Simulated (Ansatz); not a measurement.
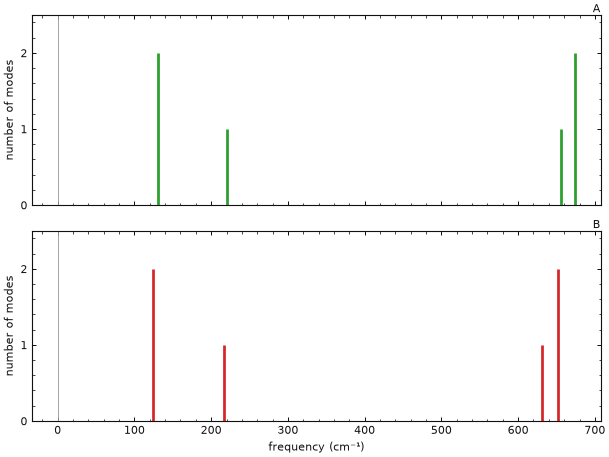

The figure compares two calculations of the zone-centre optical phonon frequencies (the three acoustic modes are left out). The first is for Ta₂C, space group P-3m1 (No. 164).

The given structure:
```
CELL_PARAMETERS angstrom
3.07713 0.00000 0.00000
-1.53856 2.66487 0.00000
0.00000 0.00000 4.88815
ATOMIC_POSITIONS crystal
Ta 0.33333 0.66667 0.25308
Ta 0.66667 0.33333 0.74692
C 0.00000 0.00000 0.00000
```

Method: harmonic phonon frequencies at the zone centre with atoms at rest in the given cell, without the long-range term of polar modes, the three translations left out, imaginary frequencies are negative; plane waves with PAW datasets, Γ-centred k mesh (Ansatz 0.2.0). Level: LDA, no spin polarisation.

wave cutoff 420 eV; k mesh 18×18×10; occupations Fermi–Dirac; smearing width 0.15 eV; pressure 0 GPa; phonon method linear response.

In the second, the level changes from LDA to r2SCAN, and the cell is that level's own (13.81 against 13.36 Å³/atom). The second calculation uses wave cutoff 500.0 eV.

**Which of A and B is the second calculation, and what did the change do?**

B. The highest mode falls from 674.0 to 652.2 cm⁻¹ (−3.2 %) and the lowest optical mode falls from 130.3 to 124.7 cm⁻¹ (−4.3 %).

For both, limits of the calculation: metal sensitive to the k mesh.
